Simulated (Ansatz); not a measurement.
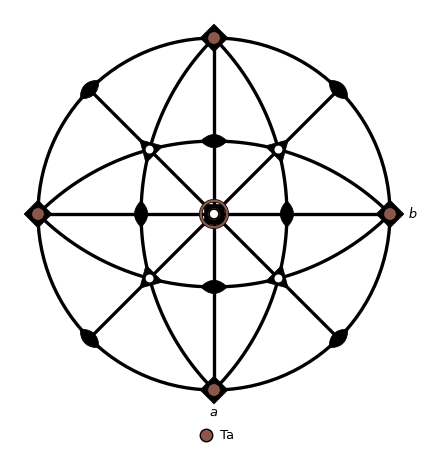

For TaN, a calculation's input that goes back to an entry of the Crystallography Open Database (an earlier step may have relaxed or displaced it): directions from one nitrogen atom at (0, 0, 0) to its bonded neighbours, in stereographic projection down c (filled: above the plane of the page or in it, open: below). All values are computed from the atomic coordinates in the standard setting (tolerance 0.002 Å).

Neighbours are counted up to 2.83 Å for Ta. The symmetry elements of the site are drawn in: heavy lines are mirror planes (a heavy rim: a mirror in the plane of the page); lens, triangle, square and hexagon are 2-, 3-, 4- and 6-fold axes, a lens in an open square is −4, a triangle in an open hexagon −6; thin dashed diameters join the ends of axes that lie in the page; a small open circle marks inversion.

```
Ta N
1.0
     4.41727    0.00000    0.00000
     0.00000    4.41727    0.00000
     0.00000    0.00000    4.41727
Ta N
4 4
Direct
  0.50000 0.00000 0.00000
  0.50000 0.50000 0.50000
  0.00000 0.00000 0.50000
  0.00000 0.50000 0.00000
  0.00000 0.00000 0.00000
  0.00000 0.50000 0.50000
  0.50000 0.00000 0.50000
  0.50000 0.50000 0.00000
```

Q: How many neighbours are there, and at what angles?

A: 6: 6 Ta at 2.21 Å. Angles between bonds: 90° (12×), 180° (3×).

Q: What is the site's symmetry in the crystal?

A: Point group m-3m (Oh), order 48: three fourfold axes, four threefold axes, six twofold axes, nine mirror planes, an inversion centre. In Fm-3m (No. 225) this is Wyckoff position 4a.
